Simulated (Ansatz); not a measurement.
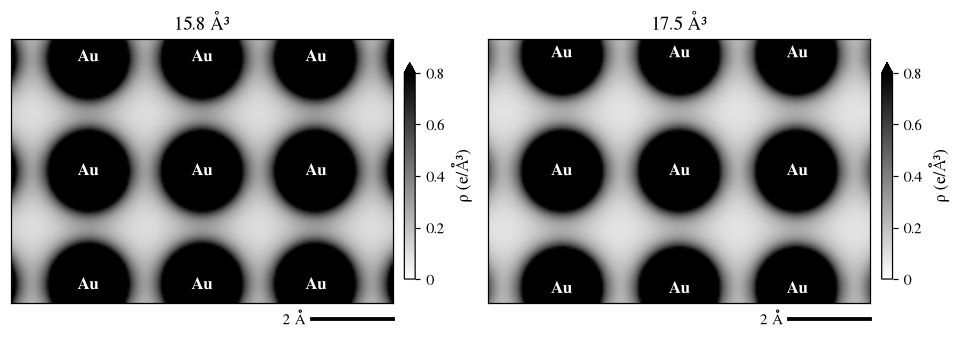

Au. The valence pseudo-density of cells scaled evenly to different volumes (given per atom above each panel), on the (110) plane of each (indices in the axes of the cell below), at one length scale and on one colour scale.

All numbers below come from Ansatz 0.2.0, Kohn-Sham DFT of a periodic cell, B3LYP, Ansatz PAW.

Core electrons are frozen (PAW), and the valence fields are smoothed inside the atomic spheres.

The largest cell:

```yaml
crystal:
  lattice:
    - [0.00000, 2.06178, 2.06178]
    - [2.06178, 0.00000, 2.06178]
    - [2.06178, 2.06178, 0.00000]
  atoms:
    - { symbol: Au, position: [0.00000, 0.00000, 0.00000] }
```

| volume (Å³/atom) | Au–Au contact in the plane (Å) | ρ at its midpoint (e/Å³) | pressure (GPa) | 
| --- | --- | --- | --- |
| 15.84 | 2.819 | 0.309 | 34.9 | 
| 16.52 | 2.859 | ? | ? | 
| 17.53 | 2.916 | 0.253 | 11.3 | 

**What values belong in the row with question marks?**

Over the known rows ln ρ falls by 2.06 per Å of Au–Au distance (the line through the two), which gives 0.285 e/Å³ at 2.859 Å; the calculation gives 0.285 e/Å³. For the pressure, a straight line in volume between the neighbouring rows gives 25.4 GPa; the calculation gives 23.7, lower because pressure rises ever faster on compression.
